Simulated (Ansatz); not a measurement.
Geometry relaxation of NiSi (part 1 of 2)

System: NiSi (Pmmn, 4 atoms in the cell).
Method: DFT PBE, scalar-relativistic, plane waves, PAW, no spin polarisation (Ansatz 0.2.0).

The structure derives from an entry of the Crystallography Open Database. Figures and captions count atoms from 1; the log counts them from 0 in places.

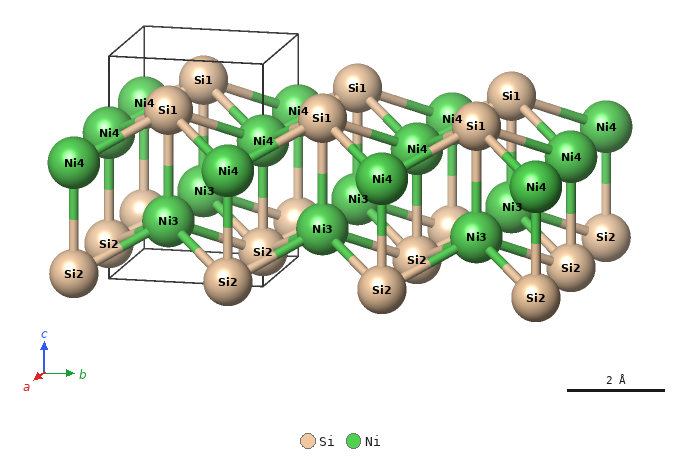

*The starting structure (ball-and-stick view of the cell of the calculation, repeated 2 × 3 × 1, seen slightly off an axis; atoms are numbered from 1 in the order of the input). An atom can appear more than once, as a periodic image.*

Input file:
```yaml
crystal:
  lattice:
    - [3.02662, 0.0, 0.0]
    - [0.0, 3.2735, 0.0]
    - [0.0, 0.0, 4.69776]
  atoms:
    - { symbol: Si, position: [0.5, 0.5, 0.8423] }
    - { symbol: Si, position: [0.0, 0.0, 0.1577] }
    - { symbol: Ni, position: [0.5, 0.5, 0.34422] }
    - { symbol: Ni, position: [0.0, 0.0, 0.65578] }
basis:
  ecutwfc: 420
kpoints:
  mp_grid: { grid: [14, 12, 10] }
hamiltonian:
  xc: pbe
scf:
  occupations: { method: gaussian, width: 0.1 }
output:
  forces: true
  stress: true
  eigenvalues: true
  write_density: true
  write_potential: true
  elf: true
  volumetric_format: npy
relax:
  adjacent_minimum: "off"
  f_tol: 0.005
  max_steps: 80
  cell: { stress_tol: 0.05 }
```

Command:
```bash
ansatz run input.yaml --threads 2 --pin off --max-ram 5120MiB --backend cpu --events-out ev --progress --plain --runs-dir out
```

The program's output:
```
Engine: ansatz 0.2.0, aarch64-unknown-linux-gnu
Pseudopotentials: kind: paw
Pseudopotential: Si, paw, valence charge 4, recommended cutoff 420 eV (normal), Si.paw.azcp
Pseudopotential: Ni, paw, valence charge 18, recommended cutoff 420 eV (normal), Ni.paw.azcp
Functional definition: PBE
  parameter kappa = 0.804
  parameter beta = 0.06672455060314922
  exchange = pbe_x(kappa = kappa, mu = beta*pi^2/3)
  correlation = pbe_c(beta = beta)
Crystal: 4 atoms, lattice volume = 46.544 Å³
Basis set: ecut = 420 eV, 915 PW (Γ), exchange–correlation on 48×48×64 points (8 copies of the dense FFT grid, shifted against one another)
Bands: 27, of which v1, the nominal top of the filled ones, is band 22 counted from 1 (21 counted from 0)
Symmetry: 8 space group operations
Space group: Pmmn (ITA 59), of the structure as read, at distance tolerance 3.6e-5 Å
k-points: 336 of 1680
Non-local potential: Si, projectors of the file, l = 0: 2, l = 1: 2, l = 2: 2
Non-local potential: Ni, projectors of the file, l = 0: 3, l = 1: 2, l = 2: 3, l = 3: 1
PAW form: soft (Blöchl's): semilocal exchange-correlation on the pseudo side does not see the compensation charge
PAW one-centre angular grid: Si, 110 points (default); XC on 64 Gauss nodes
PAW one-centre angular grid: Ni, 590 points (default); XC on 64 Gauss nodes
Initial density: superposition of atomic densities (neutral atoms: chi_scale 0, normalization atom), corrected by the library's trained network
Initial wavefunctions: pseudopotential atomic-orbital guess
Functional: x = pbe(κ = 0.804, μ = 0.2195149727645171), c = pbe(β = 0.06672455060314922)
SCF iter   1: F=—  HF=-12952.876466 eV  |F-HF|=—  |Δ(HF+E_count)|=         —  Δρ=4.84e-3  dr2=4.25e-3  ethr=1.77e-3  ⟨swp⟩=5.3  Hψ=38059  notcnv=0
preconditioner: auto → Kerker (q_TF=auto, 2.703 Å⁻¹)  [metal: Δε(μ)=0.012 eV  Ē_g=7.404 eV  σ=0.100 eV  W_gap=0.07  n_scr=16 (ndim 8)  ℏωp=28.8 eV  f_vac=0.000  D(μ)=1.20/eV (n_scr^D=6)]
SCF iter   2: F=—  HF=-12952.875536 eV  |F-HF|=—  |Δ(HF+E_count)|=   9.30e-4  Δρ=2.38e-3  dr2=1.37e-3  ethr=9.66e-6  ⟨swp⟩=2.0  Hψ=15859  notcnv=0
SCF iter   3: F=—  HF=-12952.875227 eV  |F-HF|=—  |Δ(HF+E_count)|=   3.09e-4  Δρ=7.23e-4  dr2=1.98e-4  ethr=3.12e-6  ⟨swp⟩=2.4  Hψ=13431  notcnv=0
SCF iter   4: F=—  HF=-12952.875194 eV  |F-HF|=—  |Δ(HF+E_count)|=   3.33e-5  Δρ=1.78e-4  dr2=1.93e-5  ethr=4.50e-7  ⟨swp⟩=2.6  Hψ=15258  notcnv=0
SCF iter   5: F=—  HF=-12952.875185 eV  |F-HF|=—  |Δ(HF+E_count)|=   9.08e-6  Δρ=6.90e-5  dr2=2.00e-6  ethr=4.40e-8  ⟨swp⟩=2.0  Hψ=13290  notcnv=0
SCF iter   6: F=—  HF=-12952.875185 eV  |F-HF|=—  |Δ(HF+E_count)|=   2.11e-7  Δρ=1.32e-5  dr2=1.29e-7  ethr=4.55e-9  ⟨swp⟩=1.2  Hψ=9123  notcnv=0
SCF iter   7: F=-12952.875185 eV  HF=-12952.875185 eV  |F-HF|=4.39e-9  |Δ(HF+E_count)|=   1.97e-8  Δρ=3.95e-6  dr2=4.48e-9  ethr=2.27e-10  ⟨swp⟩=9.7  Hψ=60203  notcnv=0
SCF 1 converged in 7 iterations: F = -12952.875185 eV  dr2 = 4.48e-9
  greatest PAW one-centre occupation: 1.001 electrons in one spin orbital (limit 2), on the Ni atom at site 3 (counted from 0), in its partial waves of l = 1
relax step   1: F+E_penalty+E_count = -12952.87518475 eV  Δ(F+E_penalty+E_count) = +0.000e0 eV  max|allowed force component| = 1.251e-1 eV/Å  Δτ_max = 0.0000 Å  P = +1.122 GPa  Ω = 46.544 Å³  (7 SCF iters, dr2 threshold 1.00e-7 eV, accepted)
Crystal: 4 atoms, lattice volume = 46.729 Å³
Initial density: handed on by an earlier stage of this run
Initial wavefunctions: those handed on with the density
iter 1 solved again at ethr=1.04e-6 eV; its pass at ethr=3.10e-3 eV (dr2=4.56e-4 eV) is discarded
SCF iter   1: F=—  HF=-12952.877246 eV  |F-HF|=—  |Δ(HF+E_count)|=         —  Δρ=6.76e-4  dr2=4.60e-4  ethr=1.04e-6  ⟨swp⟩=2.0  Hψ=44146  notcnv=0
preconditioner: auto → Kerker (q_TF=auto, 2.701 Å⁻¹)  [metal: Δε(μ)=0.011 eV  Ē_g=7.377 eV  σ=0.100 eV  W_gap=0.06  n_scr=16 (ndim 8)  ℏωp=28.7 eV  f_vac=0.000  D(μ)=1.17/eV (n_scr^D=6)]
SCF iter   2: F=—  HF=-12952.877181 eV  |F-HF|=—  |Δ(HF+E_count)|=   6.50e-5  Δρ=4.00e-4  dr2=2.13e-4  ethr=1.04e-6  ⟨swp⟩=1.0  Hψ=9072  notcnv=0
SCF iter   3: F=—  HF=-12952.877123 eV  |F-HF|=—  |Δ(HF+E_count)|=   5.72e-5  Δρ=8.87e-5  dr2=3.75e-6  ethr=4.83e-7  ⟨swp⟩=2.0  Hψ=12744  notcnv=0
SCF iter   4: F=—  HF=-12952.877122 eV  |F-HF|=—  |Δ(HF+E_count)|=   1.09e-6  Δρ=5.33e-5  dr2=1.19e-6  ethr=8.53e-9  ⟨swp⟩=2.1  Hψ=13869  notcnv=0
iter 5 did not close the SCF: its close was put off for the readings that it lacked (scf_convergence_deferred on its scf_iter line)
SCF iter   5: F=-12952.877122 eV  HF=-12952.877122 eV  |F-HF|=9.53e-9  |Δ(HF+E_count)|=   1.84e-7  Δρ=1.17e-5  dr2=4.61e-8  ethr=2.70e-9  ⟨swp⟩=2.6  Hψ=12877  notcnv=0
SCF iter   6: F=-12952.877122 eV  HF=-12952.877122 eV  |F-HF|=1.46e-9  |Δ(HF+E_count)|=   1.76e-9  Δρ=2.65e-6  dr2=3.35e-9  ethr=1.05e-10  ⟨swp⟩=5.3  Hψ=56388  notcnv=0
SCF 2 converged in 6 iterations: F = -12952.877122 eV  dr2 = 3.35e-9
relax step   2: F+E_penalty+E_count = -12952.87712200 eV  Δ(F+E_penalty+E_count) = -1.937e-3 eV  max|allowed force component| = 7.797e-2 eV/Å  Δτ_max = 0.0036 Å  P = +0.484 GPa  Ω = 46.729 Å³  energy of the carried Pulay correction = -5.581e-5 eV  (6 SCF iters, dr2 threshold 4.00e-7 eV, accepted)
Crystal: 4 atoms, lattice volume = 46.894 Å³
Basis set: ecut = 420 eV, 919 PW (Γ), exchange–correlation on 48×48×64 points (8 copies of the dense FFT grid, shifted against one another)
iter 1 solved again at ethr=3.48e-6 eV; its pass at ethr=3.10e-3 eV (dr2=1.53e-3 eV) is discarded
SCF iter   1: F=—  HF=-12952.878652 eV  |F-HF|=—  |Δ(HF+E_count)|=         —  Δρ=1.21e-3  dr2=1.53e-3  ethr=3.48e-6  ⟨swp⟩=2.0  Hψ=44285  notcnv=0
preconditioner: auto → Kerker (q_TF=auto, 2.699 Å⁻¹)  [metal: Δε(μ)=0.019 eV  Ē_g=7.352 eV  σ=0.100 eV  W_gap=0.11  n_scr=16 (ndim 8)  ℏωp=28.7 eV  f_vac=0.000  D(μ)=1.12/eV (n_scr^D=6)]
SCF iter   2: F=—  HF=-12952.878444 eV  |F-HF|=—  |Δ(HF+E_count)|=   2.07e-4  Δρ=7.12e-4  dr2=6.69e-4  ethr=3.48e-6  ⟨swp⟩=1.0  Hψ=9072  notcnv=0
SCF iter   3: F=—  HF=-12952.878281 eV  |F-HF|=—  |Δ(HF+E_count)|=   1.63e-4  Δρ=1.35e-4  dr2=1.34e-5  ethr=1.52e-6  ⟨swp⟩=2.0  Hψ=12666  notcnv=0
SCF iter   4: F=—  HF=-12952.878276 eV  |F-HF|=—  |Δ(HF+E_count)|=   5.69e-6  Δρ=6.64e-5  dr2=1.27e-6  ethr=3.05e-8  ⟨swp⟩=2.1  Hψ=13719  notcnv=0
iter 5 did not close the SCF: its close was put off for the readings that it lacked (scf_convergence_deferred on its scf_iter line)
SCF iter   5: F=-12952.878275 eV  HF=-12952.878275 eV  |F-HF|=2.66e-7  |Δ(HF+E_count)|=   2.13e-7  Δρ=2.95e-5  dr2=2.68e-7  ethr=2.89e-9  ⟨swp⟩=2.1  Hψ=16065  notcnv=0
SCF iter   6: F=-12952.878275 eV  HF=-12952.878275 eV  |F-HF|=1.28e-8  |Δ(HF+E_count)|=   3.45e-8  Δρ=6.55e-6  dr2=2.03e-8  ethr=6.10e-10  ⟨swp⟩=6.4  Hψ=62155  notcnv=0
SCF 3 converged in 6 iterations: F = -12952.878275 eV  dr2 = 2.03e-8
relax step   3: F+E_penalty+E_count = -12952.87827525 eV  Δ(F+E_penalty+E_count) = -1.153e-3 eV  max|allowed force component| = 2.380e-3 eV/Å  Δτ_max = 0.0052 Å  P = -0.063 GPa  Ω = 46.894 Å³  energy of the carried Pulay correction = -1.055e-4 eV  (6 SCF iters, dr2 threshold 4.00e-7 eV, accepted)
Crystal: 4 atoms, lattice volume = 46.882 Å³
iter 1 solved again at ethr=2.34e-8 eV; its pass at ethr=3.10e-3 eV (dr2=1.03e-5 eV) is discarded
SCF iter   1: F=—  HF=-12952.878306 eV  |F-HF|=—  |Δ(HF+E_count)|=         —  Δρ=1.57e-4  dr2=1.04e-5  ethr=2.34e-8  ⟨swp⟩=2.5  Hψ=45341  notcnv=0
preconditioner: auto → Kerker (q_TF=auto, 2.700 Å⁻¹)  [metal: Δε(μ)=0.027 eV  Ē_g=7.357 eV  σ=0.100 eV  W_gap=0.15  n_scr=16 (ndim 8)  ℏωp=28.7 eV  f_vac=0.000  D(μ)=1.11/eV (n_scr^D=6)]
SCF iter   2: F=—  HF=-12952.878305 eV  |F-HF|=—  |Δ(HF+E_count)|=   1.19e-7  Δρ=7.80e-5  dr2=3.65e-6  ethr=2.34e-8  ⟨swp⟩=1.0  Hψ=9072  notcnv=0
SCF iter   3: F=—  HF=-12952.878305 eV  |F-HF|=—  |Δ(HF+E_count)|=   7.18e-7  Δρ=2.36e-5  dr2=3.71e-7  ethr=8.30e-9  ⟨swp⟩=2.5  Hψ=13126  notcnv=0
iter 4 did not close the SCF: its close was put off for the readings that it lacked (scf_convergence_deferred on its scf_iter line)
SCF iter   4: F=-12952.878305 eV  HF=-12952.878305 eV  |F-HF|=1.93e-8  |Δ(HF+E_count)|=   6.60e-8  Δρ=9.20e-6  dr2=2.87e-8  ethr=8.42e-10  ⟨swp⟩=2.6  Hψ=14954  notcnv=0
iter 5 did not close the SCF: its close was put off for the readings that it lacked (scf_convergence_deferred on its scf_iter line)
SCF iter   5: F=-12952.878305 eV  HF=-12952.878305 eV  |F-HF|=6.84e-10  |Δ(HF+E_count)|=   6.44e-9  Δρ=1.69e-6  dr2=1.42e-9  ethr=6.52e-11  ⟨swp⟩=2.3  Hψ=14363  notcnv=0
SCF iter   6: F=-12952.878305 eV  HF=-12952.878305 eV  |F-HF|=1.26e-10  |Δ(HF+E_count)|=  1.58e-10  Δρ=6.94e-7  dr2=2.53e-10  ethr=3.23e-12  ⟨swp⟩=5.0  Hψ=50962  notcnv=0
SCF 4 converged in 6 iterations: F = -12952.878305 eV  dr2 = 2.53e-10
relax step   4: F+E_penalty+E_count = -12952.87830463 eV  Δ(F+E_penalty+E_count) = -2.937e-5 eV  max|allowed force component| = 1.645e-3 eV/Å  Δτ_max = 0.0003 Å  P = -0.020 GPa  Ω = 46.882 Å³  energy of the carried Pulay correction = -1.018e-4 eV  (6 SCF iters, dr2 threshold 5.53e-8 eV, accepted)
Initial wavefunctions: pseudopotential atomic-orbital guess (no wavefunctions were taken with the density)
iter 1 solved again at ethr=4.65e-7 eV; its pass at ethr=3.10e-3 eV (dr2=2.04e-4 eV) is discarded
SCF iter   1: F=—  HF=-12952.878173 eV  |F-HF|=—  |Δ(HF+E_count)|=         —  Δρ=4.30e-4  dr2=1.81e-6  ethr=4.65e-7  ⟨swp⟩=2.9  Hψ=58612  notcnv=0
preconditioner: auto → Kerker (q_TF=auto, 2.700 Å⁻¹)  [metal: Δε(μ)=0.026 eV  Ē_g=7.357 eV  σ=0.100 eV  W_gap=0.15  n_scr=16 (ndim 8)  ℏωp=28.7 eV  f_vac=0.000  D(μ)=1.11/eV (n_scr^D=6)]
SCF iter   2: F=—  HF=-12952.878343 eV  |F-HF|=—  |Δ(HF+E_count)|=   1.70e-4  Δρ=2.19e-4  dr2=4.65e-7  ethr=4.10e-9  ⟨swp⟩=1.9  Hψ=11278  notcnv=0
SCF iter   3: F=—  HF=-12952.878397 eV  |F-HF|=—  |Δ(HF+E_count)|=   5.41e-5  Δρ=3.40e-6  dr2=3.05e-9  ethr=1.06e-9  ⟨swp⟩=1.0  Hψ=9073  notcnv=0
SCF iter   4: F=—  HF=-12952.878397 eV  |F-HF|=—  |Δ(HF+E_count)|=  1.27e-11  Δρ=7.73e-7  dr2=1.41e-10  ethr=6.92e-12  ⟨swp⟩=2.2  Hψ=15258  notcnv=0
iter 5 did not close the SCF: its close was put off for the readings that it lacked (scf_convergence_deferred on its scf_iter line)
SCF iter   5: F=-12952.878397 eV  HF=-12952.878397 eV  |F-HF|=1.82e-12  |Δ(HF+E_count)|=  7.82e-11  Δρ=1.88e-7  dr2=8.42e-12  ethr=1.00e-12  ⟨swp⟩=1.4  Hψ=10682  notcnv=0
SCF iter   6: F=-12952.878397 eV  HF=-12952.878397 eV  |F-HF|=1.82e-12  |Δ(HF+E_count)|=  3.64e-12  Δρ=8.07e-8  dr2=2.30e-12  ethr=1.00e-12  ⟨swp⟩=4.0  Hψ=41010  notcnv=0
SCF 5 converged in 6 iterations: F = -12952.878397 eV  dr2 = 2.30e-12
relax step   5: F+E_penalty+E_count = -12952.87839692 eV  Δ(F+E_penalty+E_count) = -9.229e-5 eV  max|allowed force component| = 1.657e-3 eV/Å  Δτ_max = 0.0000 Å  P = -0.020 GPa  Ω = 46.882 Å³  stress off target by 4.25e-2 GPa  SCF on the basis re-selected at this cell (its energy is not comparable with the rows above)  (6 SCF iters)
```

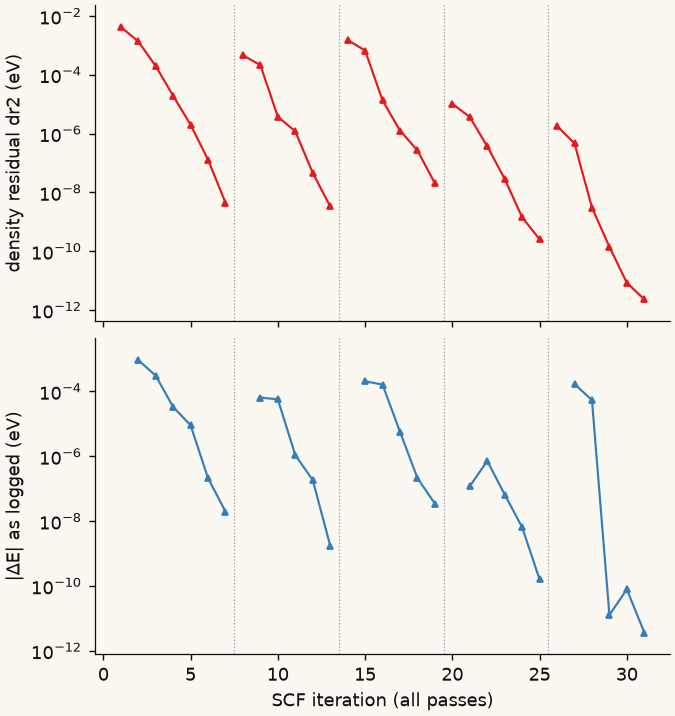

*Convergence of the self-consistent field: density residual dr2 and size of the energy change against the SCF iteration. The dotted lines part the SCF passes of the relaxation: geometry steps, rejected trials and re-solves on a re-selected basis.*

The 5 passes take 6 to 7 iterations each, 31 in all.

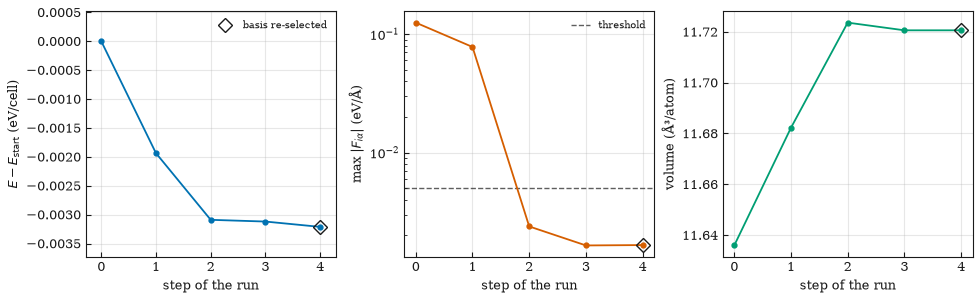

*Progress of the relaxation, step by step (the first geometry is step 0 here and step 1 in the log).*
